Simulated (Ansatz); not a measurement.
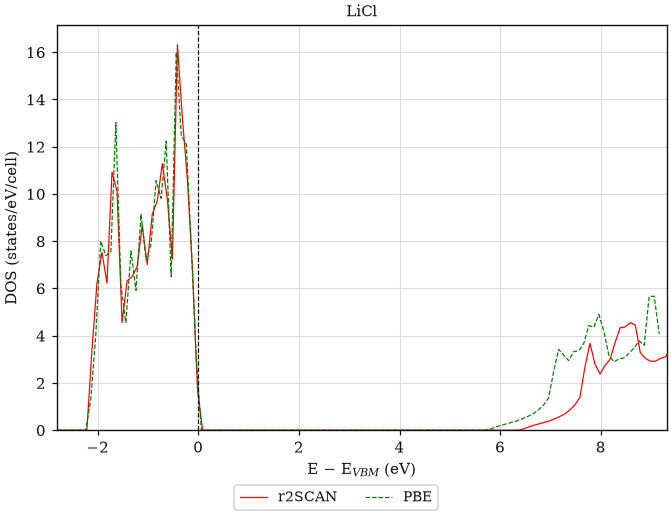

Total densities of states of LiCl, space group R3m, 6 atoms in the cell, by two methods on the same cell. Each is counted from its own valence-band top.

What changes from one method to the other?

Answer. r2SCAN gives a gap of 6.37 eV and PBE gives a gap of 5.72 eV.

Settings. r2SCAN: DFT r2SCAN, scalar-relativistic, plane waves, PAW, no spin polarisation, 6×6×6 k mesh, 500 eV cutoff, Gaussian smearing of 0.02 eV (Ansatz 0.2.0). PBE: DFT PBE, scalar-relativistic, plane waves, PAW, no spin polarisation, 6×6×6 k mesh, 420 eV cutoff, Gaussian smearing of 0.02 eV (Ansatz 0.2.0).

The structure is an invented one, so it need not be a known or stable phase.
